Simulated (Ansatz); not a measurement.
## ZrO$_{2}$: geometry relaxation (part 2 of 2)

Continued. System: ZrO$_{2}$ (P4₂/nmc, 6 atoms in the cell). Method: DFT r2SCAN, scalar-relativistic, plane waves, PAW, no spin polarisation (Ansatz 0.2.0); cutoff 500 eV, 6×6×6 k-mesh, Gaussian smearing of 0.02 eV. The structure derives from an entry of the Crystallography Open Database.

Geometry of the input (Å; fractional positions):
```
3.5961  0.0000  0.0000
0.0000  3.5961  0.0000
0.0000  0.0000  5.1770
Zr 0.0000  0.0000  0.0000
Zr 0.5000  0.5000  0.5000
O  0.0000  0.5000  0.2030
O  0.0000  0.5000  0.7030
O  0.5000  0.0000  0.2970
O  0.5000  0.0000  0.7970
```

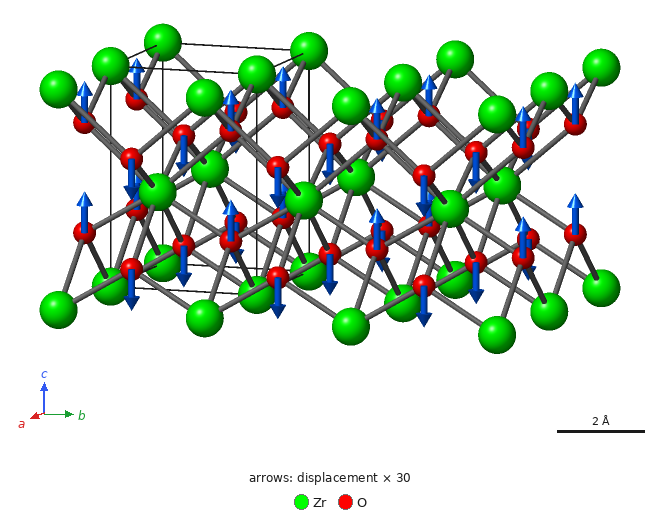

Fig. 1: The starting structure with the displacements (without the part carried along by the change of the cell) as blue arrows, magnified 30 times (ball-and-stick view of the cell of the calculation, repeated 2 × 3 × 1, seen slightly off an axis). The largest moves relative to the cell, 0.033 Å, are those of O3, O4, O5 and O6. Zr stays in place. Cell: a = b 3.596 → 3.601 Å (+0.1 %), c 5.177 → 5.228 Å (+1.0 %). Volume +1.3 %. Among the contacts that change: Zr1–O4 2.366 → 2.399 Å, Zr1–O3 2.083 → 2.074 Å. The space group stays P4_2/nmc (No. 137). The energy falls by 1.4 meV per atom in 4 geometry steps. Largest force component: 0.064 eV/Å at the start, 0.00025 eV/Å at the end. The pressure goes from 1.47 to −0.02 GPa. A last SCF at the same geometry on a re-selected plane-wave basis shifts the energy by −0.1 meV per atom. (Atoms are counted from 1 in the order of the input.)

```
basis re-selected at this cell: Δ(F+E_penalty+E_count) = -6.669e-4 eV, ΔP = -0.007 GPa vs the last step (what re-selecting the basis moved, of the pressure what is left beyond the Pulay correction that the steps carried, after the strain that the cell walked since its last selection, with what the two solves' SCF thresholds leave and, on support functions, any second-order correction that the steps lacked; it is no measure of the basis error at this ecutwfc). This SCF's stress stands 2.15e-2 GPa from its target on what of the cell is left free (relax.cell.stress_tol is 5.00e-2 GPa) and its largest allowed force component is 2.47e-4 eV/Å (relax.f_tol is 5.00e-3 eV/Å): within both
SCF converged after 6 iterations
Free energy (F): -10676.295854 eV
Harris-Foulkes:  -10676.295854 eV  (|F-HF|=1.82e-12)
Internal energy: -10676.295854 eV  (E = F + TS)
E sigma→0 (E₀):  -10676.295854 eV
Fermi energy:    13.034599 eV
--- Per-component energies (eV) ---
  E_band       = -186.099105
  E_kinetic    = 1378.122832
  E_local      = -2353.540641  (includes V_loc(G=0)·N_el)
  E_nonlocal   = 339.297768
  E_hartree    = 778.154582
  E_xc         = -610.931864
  E_vxc        = -852.415614  (∫ρ·V_xc dr)
  E_paw        = -6579.200289  (= ΣΔE_a)
  E_vpaw       = -305.695969  (= ΣTr[D̂ρ^β])
  E_aug_tail   = 0.004123  (compensation charges beyond the density's cutoff)
  E_vtau       = 51.819260  (kinetic-family band-sum trace: ∫τ·v_τ [+ j·A + Jᵃ·Aᵃ] dr)
  E_ewald      = -3627.745118
  E_core_change = -0.457247  (= ΣΔE_core)
  E_smearing   = -0.000000  (= −TS)
  E_closure    = -0.000000  (closes the sum)
  Σ components = -10676.295854   (vs F -10676.295854, Δ=0.00e0)
--- Forces (eV/Å), atoms counted from 1 ---
  atom   1  Zr     0.00000000     0.00000000    -0.00000000
  atom   2  Zr     0.00000000     0.00000000     0.00000000
  atom   3  O      0.00000000     0.00000000     0.00024657
  atom   4  O      0.00000000     0.00000000     0.00024657
  atom   5  O      0.00000000     0.00000000    -0.00024657
  atom   6  O      0.00000000     0.00000000    -0.00024657
  max |Σ_I F_I| component: 9.02e-17 eV/Å
--- Stress (GPa, compression-positive) ---
       -0.021465       0.000000       0.000000
        0.000000      -0.021465       0.000000
        0.000000       0.000000      -0.013138
  P = ⅓ Tr σ = -0.0187 GPa (-0.187 kbar)
--- Band table (eV; the first three rows and the last of 40) ---
  k-point 0: bands = ["-38.1452", "-38.0919", "-16.0186", "-15.4400", "-15.4400", "-15.3430", "-15.2949", "-15.2949", "-7.7548", "-6.5663", "-5.9130", "-5.6691", "5.8761", "6.0800", "6.2576", "6.2576", "8.3110", "8.3110", "9.4216", "9.4216", "10.0239", "10.5865", "10.6341", "10.6341", "15.3441", "15.8470", "16.5270", "16.6186", "17.9467", "18.2948"]
  k-point 1: bands = ["-38.1416", "-38.0955", "-15.9788", "-15.4304", "-15.4304", "-15.3950", "-15.3047", "-15.3047", "-7.6374", "-6.5111", "-6.0544", "-5.7278", "6.0888", "6.3350", "6.3350", "6.3371", "7.9981", "7.9981", "9.6308", "9.6820", "9.6820", "10.1802", "10.6546", "10.6546", "15.4120", "15.9577", "16.4333", "16.6208", "18.2802", "18.6793"]
  k-point 2: bands = ["-38.1319", "-38.1053", "-15.8668", "-15.5312", "-15.4042", "-15.4042", "-15.3314", "-15.3314", "-7.3164", "-6.4126", "-6.3560", "-5.9000", "6.5622", "6.5622", "6.7038", "7.0457", "7.4649", "7.4649", "8.6975", "9.2063", "10.0381", "10.0381", "10.6959", "10.6959", "15.6043", "16.1905", "16.2321", "16.6278", "19.0234", "19.5169"]
  k-point 39: bands = ["-38.0833", "-38.0833", "-15.8429", "-15.8429", "-15.8429", "-15.8429", "-15.4656", "-15.4656", "-5.9873", "-5.9873", "-5.9873", "-5.9873", "6.5024", "6.5024", "6.8785", "6.8785", "8.9463", "8.9463", "8.9463", "8.9463", "9.2670", "9.2670", "10.6622", "10.6622", "16.4275", "16.4275", "16.9683", "16.9683", "17.7266", "17.7266"]
--- Relaxed structure (5 steps of the walk, 5 accepted, 1 SCFs on fresh bases) ---
  F+E_penalty+E_count = -10676.29585440 eV   max|allowed force component| = 2.466e-4 eV/Å   (the final SCF, on the basis selected at the relaxed cell)
  cell:  # Å, volume = 67.8111 Å³
    - [3.6014526698088782, -8.528284667293527e-35, 0.0]
    - [-2.1320711668233819e-35, 3.6014526698088782, 0.0]
    - [0.0, 0.0, 5.228114823586334]
  atoms:
    - { symbol: Zr, position: [1.5585654082813787e-35, -1.5167247261798654e-36, -5.584712755060232e-20] }
    - { symbol: Zr, position: [0.5, 0.5, 0.49999999999999994] }
    - { symbol: O, position: [2.9288477471059472e-36, 0.5, 0.1967750492237769] }
    - { symbol: O, position: [-2.1966358103294602e-35, 0.5, 0.6967750492237769] }
    - { symbol: O, position: [0.5, 1.3859725946126371e-36, 0.3032249507762231] }
    - { symbol: O, position: [0.5, -1.542875152493311e-36, 0.8032249507762232] }
```

Trajectory as extended XYZ (Å, eV, eV/Å), 6 frames, from step=1 to step=6
```
6
Lattice="3.5961 0.0000 0.0000 0.0000 3.5961 0.0000 0.0000 0.0000 5.1770" Properties=species:S:1:pos:R:3:forces:R:3 step=1 energy=-10676.28652 pressure_GPa=1.47
Zr    0.0000    0.0000    0.0000    0.0000   0.0000   0.0000
Zr    1.7980    1.7980    2.5885    0.0000   0.0000   0.0000
O     0.0000    1.7980    1.0509    0.0000   0.0000  -0.0642
O     0.0000    1.7980    3.6394    0.0000   0.0000  -0.0642
O     1.7980    0.0000    1.5376    0.0000   0.0000   0.0642
O     1.7980    0.0000    4.1261    0.0000   0.0000   0.0642
6
Lattice="3.5980 0.0000 0.0000 0.0000 3.5980 0.0000 0.0000 0.0000 5.2215" Properties=species:S:1:pos:R:3:forces:R:3 step=2 energy=-10676.29030 pressure_GPa=-0.47
Zr    0.0000    0.0000    0.0000    0.0000   0.0000   0.0000
Zr    1.7990    1.7990    2.6107    0.0000   0.0000   0.0000
O     0.0000    1.7990    1.0526    0.0000   0.0000  -0.1056
O     0.0000    1.7990    3.6633    0.0000   0.0000  -0.1056
O     1.7990    0.0000    1.5581    0.0000   0.0000   0.1056
O     1.7990    0.0000    4.1688    0.0000   0.0000   0.1056
6
Lattice="3.6022 0.0000 0.0000 0.0000 3.6022 0.0000 0.0000 0.0000 5.2155" Properties=species:S:1:pos:R:3:forces:R:3 step=3 energy=-10676.29248 pressure_GPa=-0.53
Zr    0.0000    0.0000    0.0000    0.0000   0.0000   0.0000
Zr    1.8011    1.8011    2.6077    0.0000   0.0000   0.0000
O     0.0000    1.8011    1.0457    0.0000   0.0000  -0.0771
O     0.0000    1.8011    3.6534    0.0000   0.0000  -0.0771
O     1.8011    0.0000    1.5620    0.0000   0.0000   0.0771
O     1.8011    0.0000    4.1698    0.0000   0.0000   0.0771
6
Lattice="3.5956 0.0000 0.0000 0.0000 3.5956 0.0000 0.0000 0.0000 5.2315" Properties=species:S:1:pos:R:3:forces:R:3 step=4 energy=-10676.29471 pressure_GPa=0.61
Zr    0.0000    0.0000    0.0000    0.0000   0.0000   0.0000
Zr    1.7978    1.7978    2.6157    0.0000   0.0000   0.0000
O     0.0000    1.7978    1.0308    0.0000   0.0000  -0.0007
O     0.0000    1.7978    3.6465    0.0000   0.0000  -0.0007
O     1.7978    0.0000    1.5849    0.0000   0.0000   0.0007
O     1.7978    0.0000    4.2007    0.0000   0.0000   0.0007
6
Lattice="3.6015 0.0000 0.0000 0.0000 3.6015 0.0000 0.0000 0.0000 5.2281" Properties=species:S:1:pos:R:3:forces:R:3 step=5 energy=-10676.29519 pressure_GPa=-0.01
Zr    0.0000    0.0000    0.0000    0.0000   0.0000   0.0000
Zr    1.8007    1.8007    2.6141    0.0000   0.0000   0.0000
O     0.0000    1.8007    1.0288    0.0000   0.0000   0.0002
O     0.0000    1.8007    3.6428    0.0000   0.0000   0.0002
O     1.8007    0.0000    1.5853    0.0000   0.0000  -0.0002
O     1.8007    0.0000    4.1994    0.0000   0.0000  -0.0002
6
Lattice="3.6015 0.0000 0.0000 0.0000 3.6015 0.0000 0.0000 0.0000 5.2281" Properties=species:S:1:pos:R:3:forces:R:3 step=6 energy=-10676.29585 pressure_GPa=-0.02
Zr    0.0000    0.0000    0.0000    0.0000   0.0000   0.0000
Zr    1.8007    1.8007    2.6141    0.0000   0.0000   0.0000
O     0.0000    1.8007    1.0288    0.0000   0.0000   0.0002
O     0.0000    1.8007    3.6428    0.0000   0.0000   0.0002
O     1.8007    0.0000    1.5853    0.0000   0.0000  -0.0002
O     1.8007    0.0000    4.1994    0.0000   0.0000  -0.0002
```

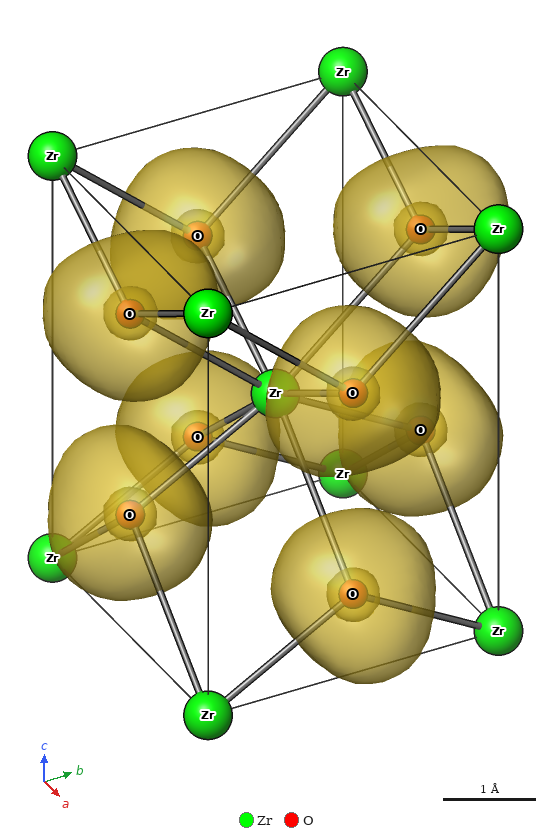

Fig. 2: Isosurface of the electron localisation function at 0.6 (yellow), seen at an oblique angle. Core shells and regions of very low density are left out. Sticks mark near contacts. The outline is the cell set on symmetry axes. Along the contacts the grid gives the following. Zr–O (2.07 Å): the ELF peaks at about 0.85 in the valence shell of O, 0.6 Å from its nucleus, and drops to about 0.25 between the two atoms. Zr–O (2.40 Å): the ELF is about 0.10 at the midpoint, which marks ionic bonding with no shared pair. The fields are those of the smooth PAW valence density.

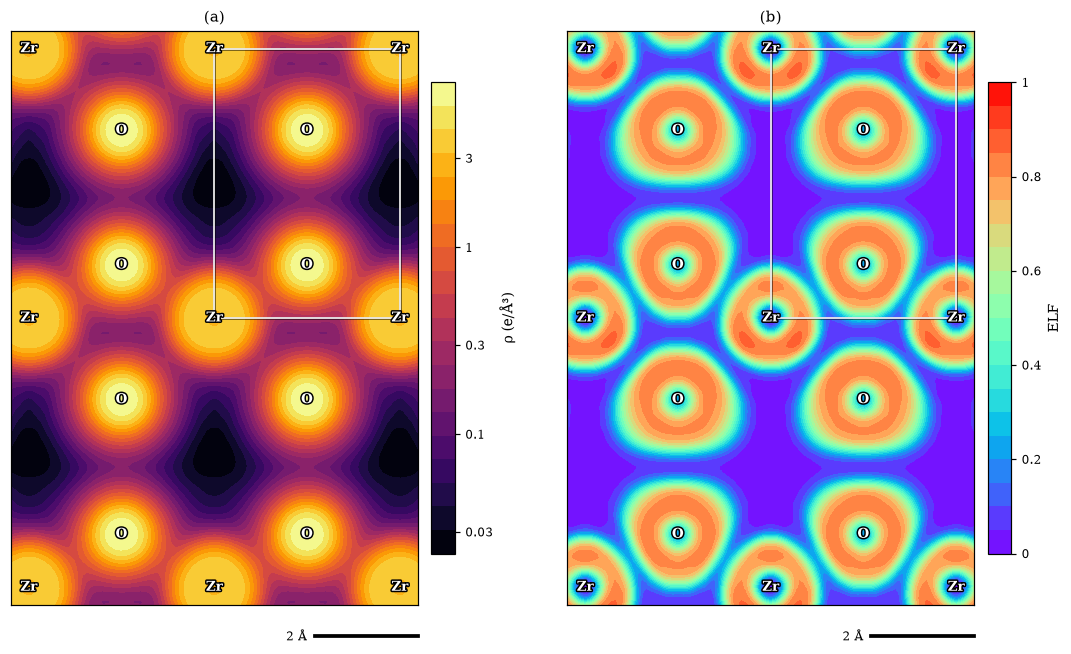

Fig. 3: (a) valence charge density (pseudo); (b) ELF on the (100) plane of the conventional cell. Zr–O (2.07 Å): the density is about 0.72 e/Å³ at the midpoint; the ELF peaks at about 0.85 in the valence shell of O, 0.6 Å from its nucleus, and drops to about 0.25 between the two atoms. Zr–O (2.40 Å): ρ is about 0.32 e/Å³ halfway; the ELF is about 0.10 at the midpoint, as expected for ionic bonding with no shared pair. Away from the nuclei the density in this plane falls to 0.02 e/Å³ at its lowest. The strong features right at Zr lie inside the PAW spheres (semicore, d or f shells) and say nothing about bonding.

Key numbers

- outcome: converged
- space group (tolerance 0.01 Å): P4₂/nmc (137)
- electrons treated: 48
- free energy: −10676.2959 eV
- Fermi energy: 13.035 eV
- gap on the k-point mesh: 4.62 eV
- pressure: −0.02 GPa
- final volume: 67.81 Å³
- largest force (length of the vector) at the end: under 0.001 eV/Å
- final cell: a = 3.601 Å, b = 3.601 Å, c = 5.228 Å, α = 90.00°, β = 90.00°, γ = 90.00°
- wall time: 16 s (CPU time 57 s)
- peak memory: 0.62 GiB
